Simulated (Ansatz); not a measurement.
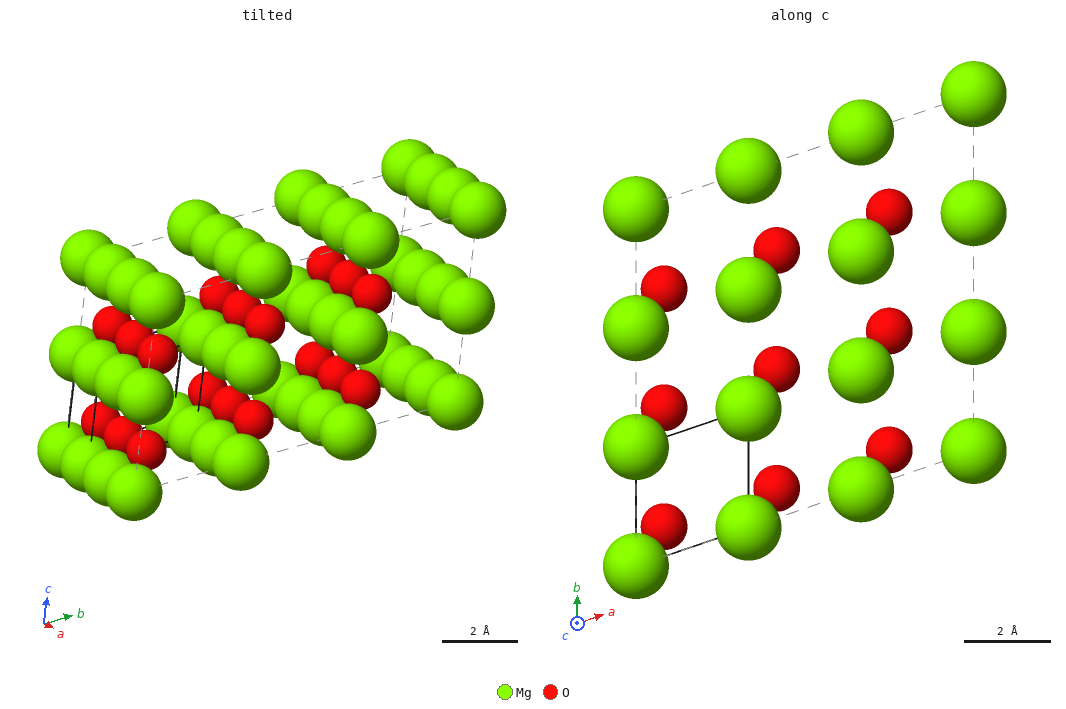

We look at a spheres-only model of the crystal slightly off an axis and along the c axis. Solid lines give the simulation cell, repeated here 3×3×2 times.

The program read this input:
```yaml
crystal:
  lattice:
    - [0.0, 2.29341569, 2.2658002208]
    - [2.29341569, 0.0, 2.2658002208]
    - [2.29341569, 2.29341569, 0.0]
  atoms:
    - { symbol: Mg, position: [0.0, 0.0, 0.0] }
    - { symbol: O, position: [0.25, 0.25, 0.25] }
kpoints:
  mp_grid: { grid: [10, 10, 10] }
  band_path:
    path:
      - [0.0, 0.0, 0.0]
      - [-0.5, -0.5, 0.0]
      - [-0.375, -0.375, 0.25]
      - [-0.375, 0.0, 0.375]
      - [0.0, 0.0, 0.5]
      - [-0.5, -0.25, 0.25]
    npoints: 1
hamiltonian:
  xc: r2scan
scf:
  occupations: { method: fixed }
  n_extra_bands: 4
output:
  forces: true
  stress: true
  eigenvalues: true
```

Run with DFT, r2SCAN, plane waves, PAW in Ansatz and these settings: plane waves up to 500 eV, Brillouin-zone sampling on a 10×10×10 mesh, no spin polarisation.

> Does it come out as a metal, or with a gap?

An insulator at this level, with a gap of 4.30 eV, direct.

> Which way would the volume go on relaxing?

The computed pressure is -0.3 GPa (stretched: it would shrink).

Provenance: a structure type filled with these elements by a generator (whether the compound takes this form wasn't checked). The cell was then strained or its atoms displaced on purpose. It was run through Ansatz as a DFT input.
